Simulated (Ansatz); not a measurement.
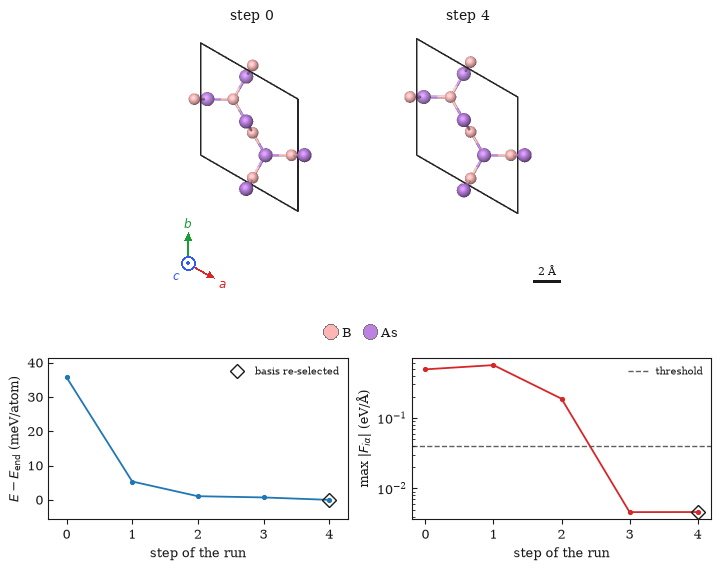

First and last geometry of a relaxation of a crystal of BAs (a generated structure, set up in P-6m2) (coarse preliminary run), with the history of the run. The picture is a ball-and-stick view of the cell of the calculation, seen along the c axis.

Method: Ansatz 0.2.0, DFT PBE, scalar-relativistic, plane waves, PAW.

Input
```yaml
crystal:
  lattice:
    - [8.39781315, 0.0, 0.0]
    - [-4.19890658, 7.27271953, 0.0]
    - [0.0, 0.0, 3.35912584]
  atoms:
    - { symbol: B, position: [0.53333332, 0.06666664, 0.0] }
    - { symbol: B, position: [0.93333336, 0.46666668, 0.0] }
    - { symbol: B, position: [0.53333332, 0.46666668, 0.0] }
    - { symbol: B, position: [0.33333333, 0.66666667, 0.5] }
    - { symbol: As, position: [0.46666668, 0.93333336, 0.5] }
    - { symbol: As, position: [0.06666664, 0.53333332, 0.5] }
    - { symbol: As, position: [0.46666668, 0.53333332, 0.5] }
    - { symbol: As, position: [0.66666667, 0.33333333, 0.0] }
basis:
  ecutwfc: 420
kpoints:
  mp_grid: { grid: [3, 3, 6] }
hamiltonian:
  xc: pbe
scf:
  occupations: { method: gaussian, width: 0.1 }
  lower_state_search: "off"
output:
  forces: true
  stress: true
  eigenvalues: true
relax:
  adjacent_minimum: "off"
  f_tol: 0.04
  max_steps: 70
  cell: { stress_tol: 0.4 }
```

Run as
```bash
ansatz run input.yaml --threads 1 --pin off --max-ram 2560MiB --backend cpu --events-out ev --progress --plain --runs-dir out
```

Q: Read the history and describe the run.

A: It converged. The energy falls by 35.7 meV per atom in 3 accepted moves (4 points after the start). Largest force component: 0.49 eV/Å at the start, 0.0046 eV/Å at the end. Pressure: 3.18 GPa at the start and 0.00 GPa at the end. The SCF was repeated once at an unchanged geometry on a basis and grid sized afresh for the cell, which shifted the energy by 0.7 meV per atom at most. The largest moves relative to the cell, 0.017 Å, are those of As5, As6 and As7. As7 goes along [−1 1 0]. B stays in place. The volume changes by +5.6 %, with a = b 8.398 → 8.716 Å (+3.8 %), c 3.359 → 3.292 Å (−2.0 %). Some distances before and after: B1–As8 1.939 → 2.012 Å, B4–As5 1.939 → 1.996 Å. Bond angles that change, for instance: B2–As6–B2 120.0° → 116.2°, As6–B2–As6 120.0° → 116.2°. The space group stays P-6m2 (No. 187). The run took 100 s on 1 thread of Intel(R) Xeon(R) Processor @ 2.50GHz (Skylake/Cascade Lake), on a shared host, peak memory 0.47 GiB.
